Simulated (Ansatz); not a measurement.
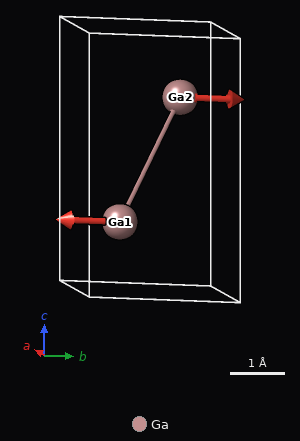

The lowest optical mode of solid Ga (a generated structure), space group P6₃/mmc (No. 194), at the zone centre. The red arrows are the displacements of the atoms (eigenvector over the root of the mass), of arbitrary overall length and sign. Style: ball-and-stick. Shown: the cell of the calculation, from a free direction.

These are results of DFT PBE, scalar-relativistic, plane waves, PAW in Ansatz 0.2.0, not measurements. (plane-wave cutoff 420 eV; k-point mesh 24 × 24 × 12; occupations fermi dirac; smearing width 0.15 eV; no spin polarisation)

The frequencies depend somewhat on the k-mesh and the smearing.

Q: Is the structure stable against all modes at this point?

A: Yes: this softest mode has a real frequency, and so have all others here. That speaks for this wave vector alone: the rest of the zone wasn't checked in this run. This is the E₂g mode (doubly degenerate; one member of the set is drawn) at 32 cm⁻¹, the lowest optical level, Raman-active by symmetry. All motion is along b; atoms of one kind move against one another, with no net shift of their sublattice.
